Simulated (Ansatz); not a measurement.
# Geometry relaxation, with input and output: SnS$_{2}$ (part 3 of 3)

Continued. System: SnS$_{2}$ (slab, 18 atoms in the cell). Method: DFT PBE+D3(BJ), scalar-relativistic, plane waves, PAW, no spin polarisation (Ansatz 0.2.0); cutoff 420 eV, 4×4×1 k-mesh, Gaussian smearing of 0.05 eV. The structure derives from an entry of the Crystallography Open Database. The input holds or restrains some coordinates. Forces given for the steps count only the free coordinates. It belongs to a series of runs on one base structure; here: clean slab, lower half held.

Geometry of the input (Å; fractional positions):
```
7.3395  0.0000  0.0000
-1.8349  6.6136  0.0000
0.0000  0.0000  23.0116
S  0.4895  0.9579  0.3694
S  0.9895  0.9579  0.3694
Sn 0.3077  0.2309  0.3789
Sn 0.8077  0.2309  0.3789
S  0.6260  0.5039  0.3884
S  0.1260  0.5039  0.3884
S  0.7972  0.1889  0.4905
S  0.2972  0.1889  0.4905
Sn 0.6155  0.4618  0.5000
Sn 0.1155  0.4618  0.5000
S  0.9337  0.7348  0.5095
S  0.4337  0.7348  0.5095
S  0.1049  0.4198  0.6116
S  0.6049  0.4198  0.6116
Sn 0.9232  0.6928  0.6211
Sn 0.4232  0.6928  0.6211
S  0.2414  0.9657  0.6306
S  0.7414  0.9657  0.6306
```

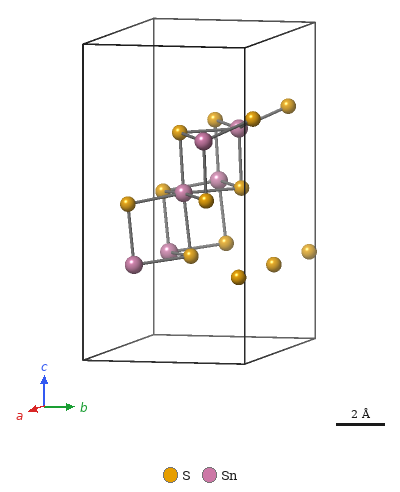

The geometry at step 4 of the log (ball-and-stick view of the cell of the calculation, with the vacuum cut short, seen slightly off an axis).

Output, continued:
```
  k-point 9: bands = ["-22.6276", "-22.6276", "-22.6235", "-22.6235", "-22.5568", "-22.5568", "-22.5550", "-22.5550", "-22.5412", "-22.5412", "-22.5296", "-22.5296", "-22.4734", "-22.4734", "-22.4446", "-22.4446", "-22.4431", "-22.4431", "-22.4238", "-22.4238", "-22.4024", "-22.4024", "-22.3952", "-22.3952", "-22.3788", "-22.3788", "-22.3565", "-22.3565", "-22.3177", "-22.3177", "-14.4472", "-14.4472", "-13.7992", "-13.7992", "-13.1351", "-13.1351", "-12.9541", "-12.9541", "-12.5834", "-12.5834", "-12.3731", "-12.3731", "-8.1937", "-8.1937", "-7.4024", "-7.4024", "-6.9745", "-6.9745", "-5.1152", "-5.1152", "-4.9993", "-4.9993", "-4.7599", "-4.7599", "-4.2094", "-4.2094", "-3.9098", "-3.9098", "-3.8421", "-3.8421", "-3.5428", "-3.5428", "-3.3293", "-3.3293", "-3.0327", "-3.0327", "-2.6994", "-2.6994", "-2.4813", "-2.4813", "-2.3004", "-2.3004", "-2.2375", "-2.2375", "-1.7965", "-1.7965", "-1.4715", "-1.4715", "0.1662", "0.1662", "0.5367", "0.5367", "0.9158", "0.9158", "2.3718", "2.3718", "3.0497", "3.0497", "4.0666", "4.0666", "4.3511", "4.3511", "4.5088", "4.5088", "4.7394", "4.7394"]
--- Relaxed structure (6 steps of the walk, 6 accepted, 0 SCFs on fresh bases) ---
  F+E_penalty+E_count = -46978.54704935 eV   max|allowed force component| = 1.654e-2 eV/Å
  atoms:
    - { symbol: S, position: [0.489485332, 0.9579413282, 0.36937824110000006] }
    - { symbol: S, position: [0.9894853320000001, 0.9579413282, 0.36937824110000006] }
    - { symbol: Sn, position: [0.30772979720000004, 0.2309191886, 0.3788831762] }
    - { symbol: Sn, position: [0.8077297972000003, 0.2309191886, 0.3788831762] }
    - { symbol: S, position: [0.6259742623, 0.5038970491, 0.38838811120000005] }
    - { symbol: S, position: [0.1259742623, 0.5038970491, 0.38838811120000005] }
    - { symbol: S, position: [0.7972151292000001, 0.1888605168, 0.49049506490000006] }
    - { symbol: S, position: [0.2972151292, 0.1888605168, 0.49049506490000006] }
    - { symbol: Sn, position: [0.6134964087073104, 0.4539804767497883, 0.5035397588792632] }
    - { symbol: Sn, position: [0.11349640870731041, 0.4539804767497883, 0.5035397588792632] }
    - { symbol: S, position: [0.9334924744591346, 0.7339566509376464, 0.5060392932806803] }
    - { symbol: S, position: [0.4334924744591345, 0.7339566509376464, 0.5060392932806803] }
    - { symbol: S, position: [0.10795342908407202, 0.4318060813326338, 0.6146962865686717] }
    - { symbol: S, position: [0.607953429084072, 0.4318060813326338, 0.6146962865686717] }
    - { symbol: Sn, position: [0.9301044365305573, 0.7203963524439295, 0.6153797807289085] }
    - { symbol: Sn, position: [0.4301044365305573, 0.7203963524439295, 0.6153797807289085] }
    - { symbol: S, position: [0.2358842298221289, 0.9435103949955239, 0.6480352289547244] }
    - { symbol: S, position: [0.7358842298221291, 0.9435103949955239, 0.6480352289547244] }
```

Trajectory as extended XYZ (Å, eV, eV/Å), 6 frames, from step=1 to step=6:
```
18
Lattice="7.3395 0.0000 0.0000 -1.8349 6.6136 0.0000 0.0000 0.0000 23.0116" Properties=species:S:1:pos:R:3:forces:R:3 step=1 energy=-46977.75007
S     1.8349    6.3354    8.5000    0.0001   1.3596  -0.5045
S     5.5046    6.3354    8.5000    0.0001   1.3596  -0.5045
Sn    1.8349    1.5272    8.7187    0.0000  -1.6448   0.9220
Sn    5.5046    1.5272    8.7187    0.0000  -1.6448   0.9220
S     3.6697    3.3326    8.9374   -0.0002   0.2472  -0.7397
S     0.0000    3.3326    8.9374   -0.0002   0.2472  -0.7397
S     5.5046    1.2490   11.2871   -0.0002   0.2754  -0.0255
S     1.8349    1.2490   11.2871   -0.0002   0.2754  -0.0255
Sn    3.6697    3.0544   11.5058    0.0000   0.0000  -0.0005
Sn    0.0000    3.0544   11.5058    0.0000   0.0000  -0.0005
S     5.5046    4.8598   11.7245    0.0002  -0.2754   0.0261
S     1.8349    4.8598   11.7245    0.0002  -0.2754   0.0261
S     0.0000    2.7762   14.0742    0.0002  -0.2472   0.7401
S     3.6697    2.7762   14.0742    0.0002  -0.2472   0.7401
Sn    5.5046    4.5816   14.2929    0.0000   1.6447  -0.9225
Sn    1.8349    4.5816   14.2929    0.0000   1.6447  -0.9225
S     0.0000    6.3870   14.5116   -0.0001  -1.3596   0.5047
S     3.6697    6.3870   14.5116   -0.0001  -1.3596   0.5047
18
Lattice="7.3395 0.0000 0.0000 -1.8349 6.6136 0.0000 0.0000 0.0000 23.0116" Properties=species:S:1:pos:R:3:forces:R:3 step=2 energy=-46978.39792
S     1.8349    6.3354    8.5000    0.0001   1.3650  -0.5224
S     5.5046    6.3354    8.5000    0.0001   1.3650  -0.5224
Sn    1.8349    1.5272    8.7187    0.0000  -1.6177   0.9242
Sn    5.5046    1.5272    8.7187    0.0000  -1.6177   0.9242
S     3.6697    3.3326    8.9374   -0.0002   0.1903  -0.6218
S     0.0000    3.3326    8.9374   -0.0002   0.1903  -0.6218
S     5.5046    1.2490   11.2871    0.0000   0.1991  -0.0203
S     1.8349    1.2490   11.2871    0.0000   0.1991  -0.0203
Sn    3.6698    3.0388   11.5328    0.0000  -0.4797   0.3962
Sn    0.0000    3.0388   11.5328    0.0000  -0.4797   0.3962
S     5.5046    4.8292   11.6600    0.0000   0.1664  -0.1843
S     1.8349    4.8292   11.6600    0.0000   0.1664  -0.1843
S     0.0000    2.7955   14.1778    0.0000   0.1471  -0.2472
S     3.6698    2.7955   14.1778    0.0000   0.1471  -0.2472
Sn    5.5046    4.6912   14.1668   -0.0001  -0.2065  -0.0873
Sn    1.8349    4.6912   14.1668   -0.0001  -0.2065  -0.0873
S     0.0000    6.2474   14.6475    0.0001   0.2363   0.3627
S     3.6697    6.2474   14.6475    0.0001   0.2363   0.3627
18
Lattice="7.3395 0.0000 0.0000 -1.8349 6.6136 0.0000 0.0000 0.0000 23.0116" Properties=species:S:1:pos:R:3:forces:R:3 step=3 energy=-46978.50172
S     1.8349    6.3354    8.5000    0.0001   1.3663  -0.4990
S     5.5046    6.3354    8.5000    0.0001   1.3663  -0.4990
Sn    1.8349    1.5272    8.7187    0.0000  -1.5617   0.8516
Sn    5.5046    1.5272    8.7187    0.0000  -1.5617   0.8516
S     3.6697    3.3326    8.9374   -0.0001   0.1453  -0.4754
S     0.0000    3.3326    8.9374   -0.0001   0.1453  -0.4754
S     5.5046    1.2490   11.2871    0.0000   0.0821   0.0871
S     1.8349    1.2490   11.2871    0.0000   0.0821   0.0871
Sn    3.6698    3.0154   11.5650    0.0000  -0.0513   0.3531
Sn    0.0000    3.0154   11.5650    0.0000  -0.0513   0.3531
S     5.5046    4.8357   11.6823    0.0000   0.1517  -0.1395
S     1.8349    4.8357   11.6823    0.0000   0.1517  -0.1395
S     0.0000    2.9063   14.1834   -0.0001  -0.0462  -0.0674
S     3.6698    2.9063   14.1834   -0.0001  -0.0462  -0.0674
Sn    5.5046    4.7988   14.2099   -0.0001  -0.1310  -0.2431
Sn    1.8349    4.7988   14.2099   -0.0001  -0.1310  -0.2431
S     0.0000    6.3268   14.8301    0.0001   0.0443   0.1320
S     3.6697    6.3268   14.8301    0.0001   0.0443   0.1320
18
Lattice="7.3395 0.0000 0.0000 -1.8349 6.6136 0.0000 0.0000 0.0000 23.0116" Properties=species:S:1:pos:R:3:forces:R:3 step=4 energy=-46978.54317
S     1.8349    6.3354    8.5000    0.0001   1.3453  -0.4848
S     5.5046    6.3354    8.5000    0.0001   1.3453  -0.4848
Sn    1.8349    1.5272    8.7187    0.0000  -1.4791   0.8164
Sn    5.5046    1.5272    8.7187    0.0000  -1.4791   0.8164
S     3.6697    3.3326    8.9374   -0.0001   0.0778  -0.3833
S     0.0000    3.3326    8.9374   -0.0001   0.0778  -0.3833
S     5.5046    1.2490   11.2871    0.0000   0.0027   0.1052
S     1.8349    1.2490   11.2871    0.0000   0.0027   0.1052
Sn    3.6697    2.9958   11.5999    0.0000   0.0090  -0.0434
Sn    0.0000    2.9958   11.5999    0.0000   0.0090  -0.0434
S     5.5046    4.8457   11.6622    0.0000   0.0033   0.0893
S     1.8349    4.8457   11.6622    0.0000   0.0033   0.0893
S     0.0000    2.8236   14.1622    0.0000  -0.0208  -0.0707
S     3.6698    2.8236   14.1622    0.0000  -0.0208  -0.0707
Sn    5.5046    4.7280   14.1866   -0.0001  -0.0153  -0.0377
Sn    1.8349    4.7280   14.1866   -0.0001  -0.0153  -0.0377
S     0.0000    6.1851   14.9599    0.0001   0.0778   0.0088
S     3.6698    6.1851   14.9599    0.0001   0.0778   0.0088
18
Lattice="7.3395 0.0000 0.0000 -1.8349 6.6136 0.0000 0.0000 0.0000 23.0116" Properties=species:S:1:pos:R:3:forces:R:3 step=5 energy=-46978.54654
S     1.8349    6.3354    8.5000    0.0001   1.3522  -0.4980
S     5.5046    6.3354    8.5000    0.0001   1.3522  -0.4980
Sn    1.8349    1.5272    8.7187    0.0000  -1.5214   0.8367
Sn    5.5046    1.5272    8.7187    0.0000  -1.5214   0.8367
S     3.6697    3.3326    8.9374   -0.0001   0.1073  -0.4258
S     0.0000    3.3326    8.9374   -0.0001   0.1073  -0.4258
S     5.5046    1.2490   11.2871    0.0000   0.0513   0.0700
S     1.8349    1.2490   11.2871    0.0000   0.0513   0.0700
Sn    3.6697    3.0029   11.5841    0.0000   0.0114   0.0323
Sn    0.0000    3.0029   11.5841    0.0000   0.0114   0.0323
S     5.5046    4.8548   11.6625    0.0000  -0.0024  -0.0036
S     1.8349    4.8548   11.6625    0.0000  -0.0024  -0.0036
S     0.0000    2.8327   14.1417    0.0000   0.0218   0.0092
S     3.6698    2.8327   14.1417    0.0000   0.0218   0.0092
Sn    5.5046    4.7424   14.1797    0.0000  -0.0309  -0.0224
Sn    1.8349    4.7424   14.1797    0.0000  -0.0309  -0.0224
S     0.0000    6.2095   14.9432    0.0000   0.0106   0.0016
S     3.6698    6.2095   14.9432    0.0000   0.0106   0.0016
18
Lattice="7.3395 0.0000 0.0000 -1.8349 6.6136 0.0000 0.0000 0.0000 23.0116" Properties=species:S:1:pos:R:3:forces:R:3 step=6 energy=-46978.54705
S     1.8349    6.3354    8.5000    0.0001   1.3540  -0.4983
S     5.5046    6.3354    8.5000    0.0001   1.3540  -0.4983
Sn    1.8349    1.5272    8.7187    0.0000  -1.5072   0.8251
Sn    5.5046    1.5272    8.7187    0.0000  -1.5072   0.8251
S     3.6697    3.3326    8.9374   -0.0001   0.0930  -0.4229
S     0.0000    3.3326    8.9374   -0.0001   0.0930  -0.4229
S     5.5046    1.2490   11.2871    0.0000   0.0476   0.0892
S     1.8349    1.2490   11.2871    0.0000   0.0476   0.0892
Sn    3.6698    3.0024   11.5873    0.0000   0.0028  -0.0105
Sn    0.0000    3.0024   11.5873    0.0000   0.0028  -0.0105
S     5.5046    4.8541   11.6448    0.0000   0.0038   0.0165
S     1.8349    4.8541   11.6448    0.0000   0.0038   0.0165
S     0.0000    2.8558   14.1452    0.0000   0.0051   0.0016
S     3.6698    2.8558   14.1452    0.0000   0.0051   0.0016
Sn    5.5047    4.7644   14.1609    0.0000   0.0067   0.0008
Sn    1.8349    4.7644   14.1609    0.0000   0.0067   0.0008
S     0.0000    6.2400   14.9124    0.0000  -0.0059  -0.0014
S     3.6698    6.2400   14.9124    0.0000  -0.0059  -0.0014
```

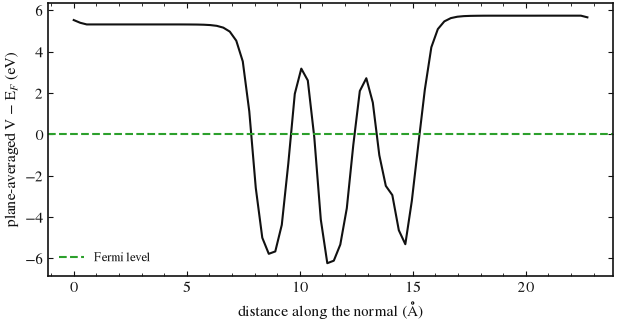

Plane average of the electrostatic potential energy of an electron across the cell, from the Fermi level. The vacuum level lies 5.73 eV above the Fermi level on the upper side and 5.31 eV on the lower.

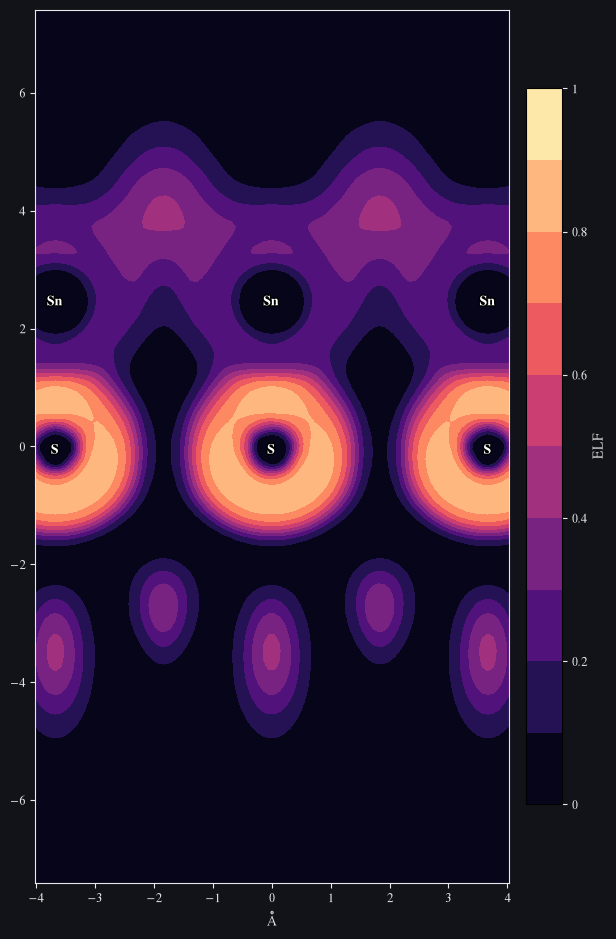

ELF on the (010) plane of the calculation cell, a cut from vacuum to vacuum. Atoms in the plane: S and Sn. Sn–S (2.52 Å): the ELF is about 0.55 at the midpoint. Core electrons are frozen (PAW), so the fields are smoothed inside the atomic spheres.

Key numbers:

```tsv
quantity	value
outcome	converged under the restraints of the input
electrons treated	156
free energy	−46978.5470 eV
work function, top face	5.73 eV
work function, bottom face	5.31 eV
Fermi energy	−0.901 eV
gap on the k-point mesh	0.99 eV
final volume	1116.99 Å³
work function (upper face)	5.73 eV
largest force (length of the vector) at the end, held atoms and coordinates included	1.718 eV/Å
hardware	4 threads of AMD EPYC (Zen 5), 32 GiB of memory available, shared host
wall time	61 s (CPU time 4 min)
peak memory	2.6 GiB
```
